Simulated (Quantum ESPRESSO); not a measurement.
## Energy of FeO along an even scaling of the cell

System: FeO (Fm-3m, 2 atoms in the cell).
Method: Kohn-Sham DFT of a periodic cell, PBEsol, GBRV 1.5 PBEsol, spin-polarised (Quantum ESPRESSO 7.5).

The 7 runs differ only in the geometry, by an even scaling of the cell at fixed fractional positions. The structure derives from an entry of the Crystallography Open Database.

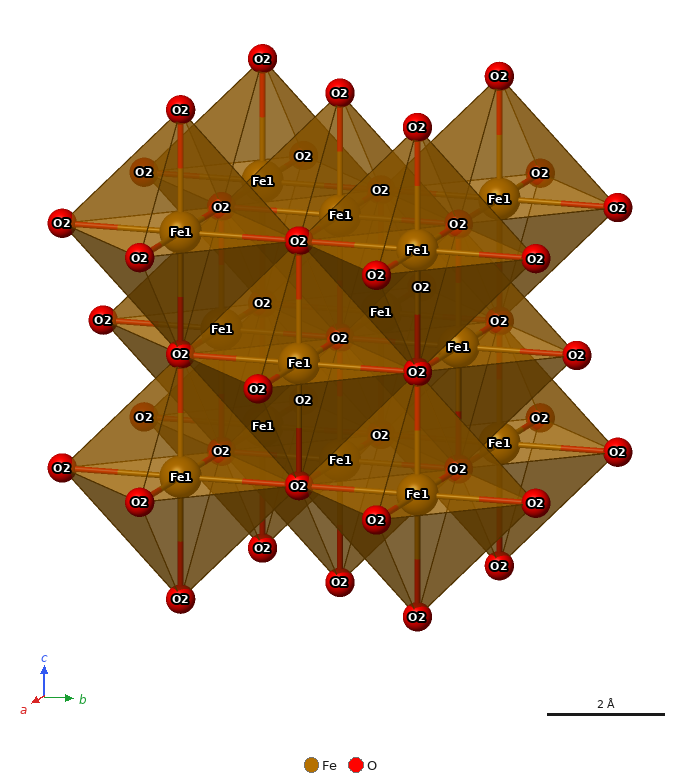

Figure 1. The structure of run 4 (polyhedral view of the cell 4 times as large as that of the calculation, set on its symmetry axes, seen slightly off an axis; polyhedra are completed across the faces of the cell; atoms are numbered from 1 in the order of the input).

**Input of run 4**
```
&CONTROL
  calculation = 'scf'
  prefix = 'pwscf'
  outdir = './tmp'
  pseudo_dir = './pseudo'
  tprnfor = .true.
  tstress = .true.
  disk_io = 'low'
/
&SYSTEM
  ibrav = 0
  nat = 2
  ntyp = 2
  ecutwfc = 56
  ecutrho = 448
  nbnd = 21
  occupations = 'smearing'
  smearing = 'fd'
  degauss = 0.00367493
  nspin = 2
  starting_magnetization(1) = 0.1875
  starting_magnetization(2) = 0
/
&ELECTRONS
  conv_thr = 4d-10
  electron_maxstep = 120
  mixing_beta = 0.3
/
ATOMIC_SPECIES
Fe    55.8450 fe_pbesol_v1.5.uspp.F.UPF
O     15.9990 o_pbesol_v1.2.uspp.F.UPF
CELL_PARAMETERS angstrom
   0.0000000000    2.1554000000    2.1554000000
   2.1554000000    0.0000000000    2.1554000000
   2.1554000000    2.1554000000    0.0000000000
ATOMIC_POSITIONS crystal
Fe     0.0000000000    0.0000000000    0.0000000000
O      0.5000000000    0.5000000000    0.5000000000
K_POINTS automatic
11 11 11 0 0 0
```

**File pp_density.in of run 4**
```
&INPUTPP
  prefix = 'pwscf'
  outdir = './tmp'
  filplot = 'density.dat'
  plot_num = 0
/
&PLOT
  nfile = 1
  filepp(1) = 'density.dat'
  iflag = 3
  output_format = 6
  fileout = 'density.cube'
/
```

**File pp_potential.in of run 4**
```
&INPUTPP
  prefix = 'pwscf'
  outdir = './tmp'
  filplot = 'potential.dat'
  plot_num = 11
/
&PLOT
  nfile = 1
  filepp(1) = 'potential.dat'
  iflag = 3
  output_format = 6
  fileout = 'potential.cube'
/
```

**File pp_spin.in of run 4**
```
&INPUTPP
  prefix = 'pwscf'
  outdir = './tmp'
  filplot = 'spin.dat'
  plot_num = 6
/
&PLOT
  nfile = 1
  filepp(1) = 'spin.dat'
  iflag = 3
  output_format = 6
  fileout = 'spin.cube'
/
```

Command:
```bash
OMP_NUM_THREADS=1 mpirun -n 2 pw.x -nk 2 -in pw.in > pw.out
OMP_NUM_THREADS=1 mpirun -n 1 pp.x -in pp_density.in > pp_density.out
OMP_NUM_THREADS=1 mpirun -n 1 pp.x -in pp_potential.in > pp_potential.out
OMP_NUM_THREADS=1 mpirun -n 1 pp.x -in pp_spin.in > pp_spin.out
```

Run 5 has the same physical settings and fractional positions; its lattice vectors (Å) are:
```
   0.000000    2.169675    2.169675
   2.169675    0.000000    2.169675
   2.169675    2.169675    0.000000
```

**Results, with one run withheld**

```tsv
run	volume per atom (Å³)	free energy per atom, from the lowest run given (meV)	pressure (GPa)
1	9.413	1.95	3.75
2	9.613	0.00	−0.79
3	9.813	3.40	−4.84
4	10.013	11.59	−8.44
5	10.214	?	?
6	10.414	40.32	−14.56
7	10.614	60.00	−17.05
```

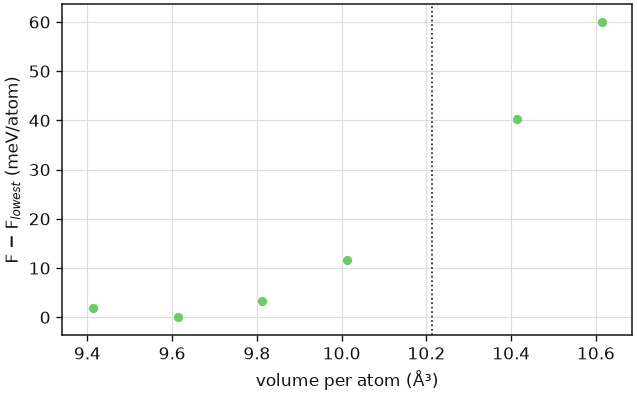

Figure 2. Free energy per atom of the runs given; the dotted line marks run 5.

Fit the runs given and predict run 5.

A cubic polynomial in V^(−2/3) (the Birch–Murnaghan form), fitted to the 6 runs given, misses them by at most 0.02 meV per atom. With x = V^(−2/3) − 0.21595 Å⁻², it reads F = 9.1988 − 3232.3 x + 2.8069e+05 x² + 2.6139e+05 x³ (meV per atom). At run 5 it gives 24.08 meV per atom, and the run itself gives 24.07. The slope of the fit gives a pressure −dF/dV of −11.56 GPa there, and the run prints −11.65 GPa. The two needn't agree exactly: the fit is approximate, and the printed stress is taken on a finite basis. The fit has its minimum at 9.582 Å³ per atom, where V d²F/dV² gives 208 GPa: the bulk modulus at this level, since symmetry fixes the shape and the positions.

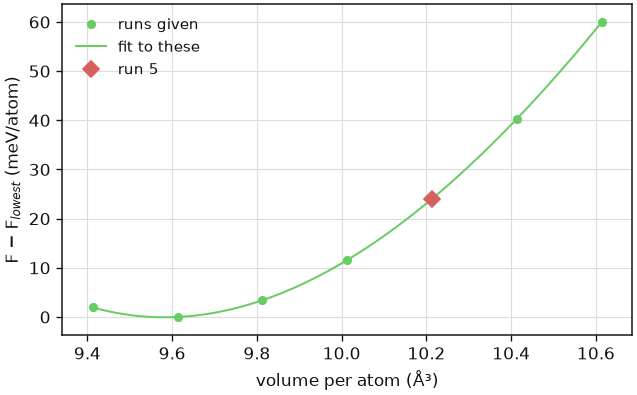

Figure 3. The fit and the withheld run.

**Some lines of the output (run 5)**
```
[...]
     total energy              =    -282.39798319 Ry
     total energy              =    -282.40521495 Ry
     total energy              =    -282.40652606 Ry
     total energy              =    -282.40683249 Ry
     total energy              =    -282.40684770 Ry
     total energy              =    -282.40685441 Ry
     total energy              =    -282.40685477 Ry
     total energy              =    -282.40685486 Ry
     total energy              =    -282.40685488 Ry
     the Fermi energy is    14.0122 ev
!    total energy              =    -282.40685490 Ry
     The total energy is F=E-TS. E is the sum of the following terms:
     Computing stress (Cartesian axis) and pressure
          total   stress  (Ry/bohr**3)                   (kbar)     P=     -116.55
```
